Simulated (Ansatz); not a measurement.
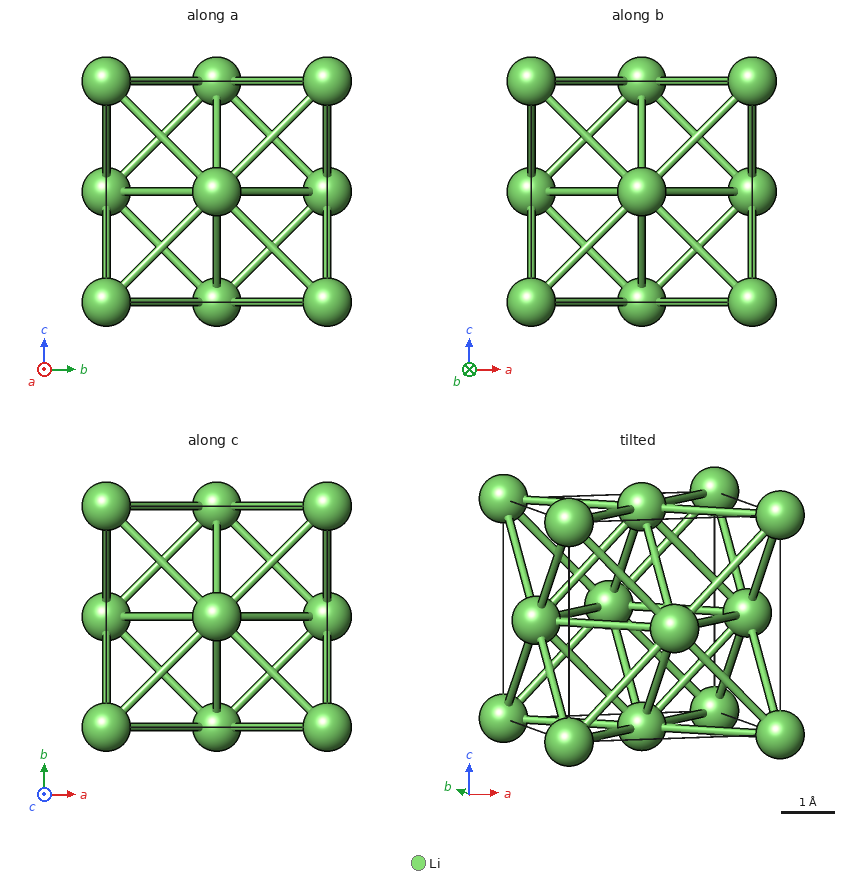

The crystal in a ball-and-stick representation, seen along the a axis, along the b axis, along the c axis and slightly off an axis. The parallelepiped is the conventional unit cell.

Lattice parameters: a = 4.1778 Å, b = 4.1778 Å, c = 4.1778 Å, α = 90.000°, β = 90.000°, γ = 90.000°.

**Transcribe the picture into a CIF with its space group and independent sites.**

```cif
data_structure
_symmetry_space_group_name_H-M 'F m -3 m'
_symmetry_Int_Tables_number 225
_cell_length_a 4.1778
_cell_length_b 4.1778
_cell_length_c 4.1778
_cell_angle_alpha 90.000
_cell_angle_beta 90.000
_cell_angle_gamma 90.000
_cell_volume 72.92
loop_
_atom_site_label
_atom_site_type_symbol
_atom_site_symmetry_multiplicity
_atom_site_Wyckoff_symbol
_atom_site_fract_x
_atom_site_fract_y
_atom_site_fract_z
_atom_site_occupancy
Li1 Li 4 a 0.0000 0.0000 0.0000 1
```

The structure was taken from a structure type filled with this element by a generator (whether the element takes this form wasn't checked). Earlier steps of the study may have refined or changed the cell and positions. It was run through Ansatz as a DFT input.
